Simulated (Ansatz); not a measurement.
GaSb

The calculation's input:

```
crystal:
  lattice:
    - [0.0, 2.8731179496, 2.8731179496]
    - [2.8731179496, 0.0, 2.8731179496]
    - [2.8731179496, 2.8731179496, 0.0]
  atoms:
    - { symbol: Ga, position: [0.0, 0.0, 0.0] }
    - { symbol: Sb, position: [0.5, 0.5, 0.5] }
kpoints:
  mp_grid: { grid: [6, 6, 6] }
hamiltonian:
  xc: hse06
scf:
  occupations: { method: fermi_dirac, width: 0.02 }
  n_extra_bands: 4
output:
  forces: true
  stress: true
  eigenvalues: true
  write_density: true
  write_potential: true
  elf: true
  volumetric_format: npy
```

Command:

```sh
ansatz run input.yaml --threads 2 --pin off --max-ram 2211MiB --backend cpu --events-out ev --progress --plain --runs-dir out
```

Below, planes, directions and counts refer to the conventional cell (a = 5.75 Å, b = 5.75 Å, c = 5.75 Å, α = 90.00°, β = 90.00°, γ = 90.00°).

Space group Fm-3m; started from the rocksalt prototype, which need not be the ambient phase.

Computed with Ansatz, DFT, HSE06, plane waves, PAW.

Core electrons are frozen (PAW), and the valence fields are smoothed inside the atomic spheres.

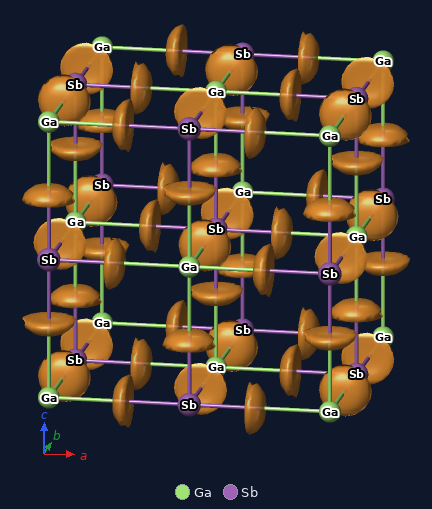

Figure 1. Isosurface of the ELF at 0.55 (orange), seen slightly off an axis. Core shells and regions of very low density are left out. Sticks mark near contacts.

Q: Where are the electrons localised?

A: The surface consists of 24 regions between bonded Ga–Sb atoms (shared pairs), counted in one cell of 8 atoms. Regions shared between cells count once. Along the contacts the grid gives the following. Ga–Sb (2.87 Å): the ELF peaks at about 0.60 between the atoms.

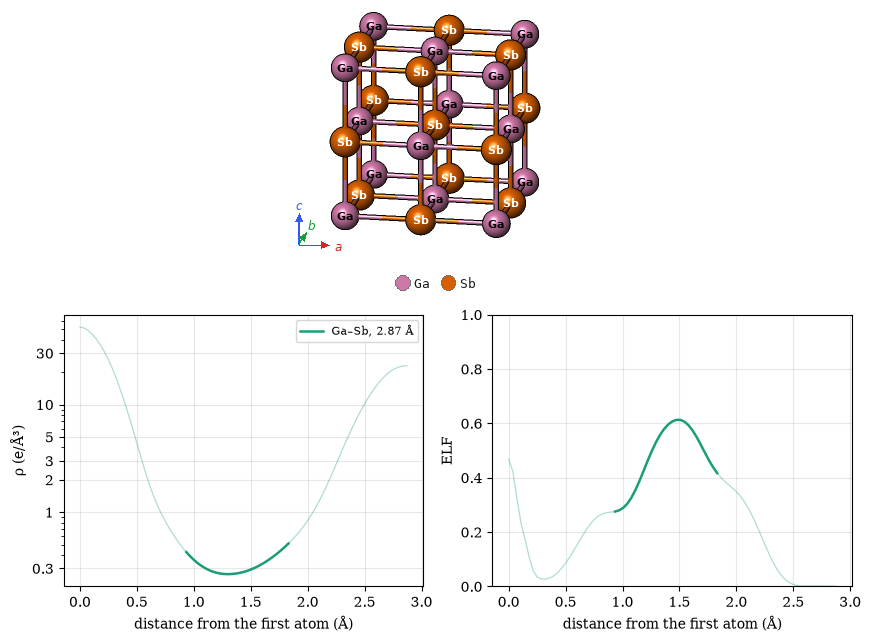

Figure 2. Valence electron density and electron localisation function along straight lines between neighbouring atoms. Thin, pale parts lie inside the atomic spheres. The structure is drawn too.

Q: What can be read from the curves?

A: Ga–Sb (2.87 Å): ρ at the midpoint is about 0.28 e/Å³; the ELF peaks at about 0.60 between the atoms.
